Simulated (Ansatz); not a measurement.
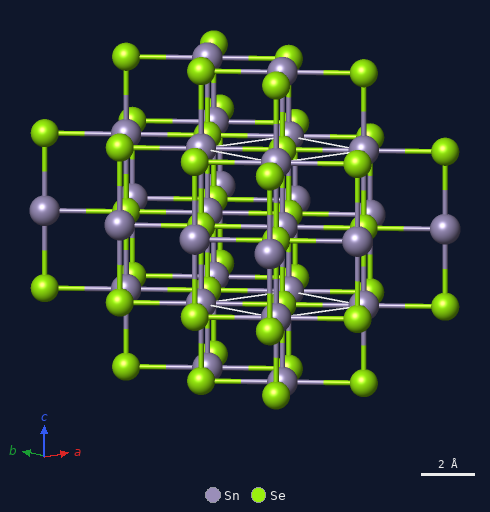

This is the input geometry for a relaxation of a crystal of SnSe (set up in I4/mmm). The picture is a ball-and-stick view of the conventional cell (2 times the calculation's cell), repeated 1 × 2 × 1 with one cell outlined, seen from a free direction. Lengths and directions refer to the drawn axes.

Case: film's bulk on the substrate's plane, third vector and atoms relaxed.

Level of theory: DFT PBE, scalar-relativistic, plane waves, PAW in Ansatz 0.2.0.

The input:
```yaml
crystal:
  lattice:
    - [4.3614332727, 0.0, 0.0]
    - [0.0, 4.3614332727, 0.0]
    - [2.1807166363, 2.1807166363, 2.9681944653]
  atoms:
    - { symbol: Sn, position: [0.0, 0.0, 0.0] }
    - { symbol: Se, position: [0.5, 0.5, 0.0] }
basis:
  ecutwfc: 420
kpoints:
  mp_grid: { grid: [8, 8, 12] }
hamiltonian:
  xc: pbe
scf:
  occupations: { method: gaussian, width: 0.1 }
output:
  forces: true
  stress: true
  eigenvalues: true
relax:
  adjacent_minimum: "off"
  f_tol: 0.01
  max_steps: 50
  cell: { fix: [a, b, gamma], stress_tol: 0.1 }
```

Predict the outcome.

Answer. After 2 accepted moves (3 points after the start) the energy has fallen by 3.5 meV per atom. All forces vanish by symmetry, so only the cell relaxes. The pressure goes from −0.50 to −1.41 GPa. At 1 point the geometry stayed and the basis and grid were re-selected for the new cell (energy shift of 0.1 meV per atom at most each time). No atom moves by more than 0.005 Å relative to the cell. The volume changes by +1.8 %, with a = b unchanged at 4.361 Å, c 5.936 → 6.041 Å (+1.8 %). Some distances before and after: Sn1–Se2 2.968 → 3.021 Å. The space group stays I4/mmm (No. 139). The run took about 40 core-seconds on a shared host.

The end point in the same view:

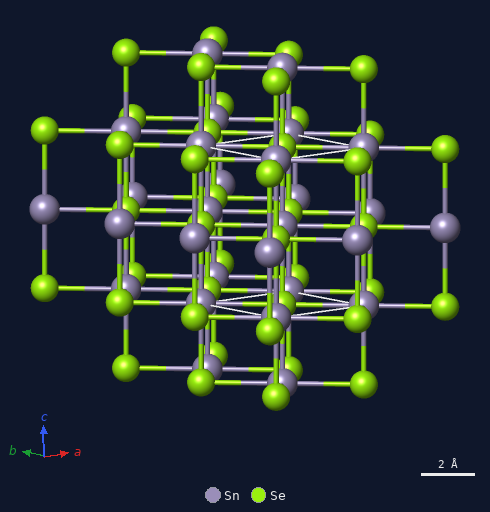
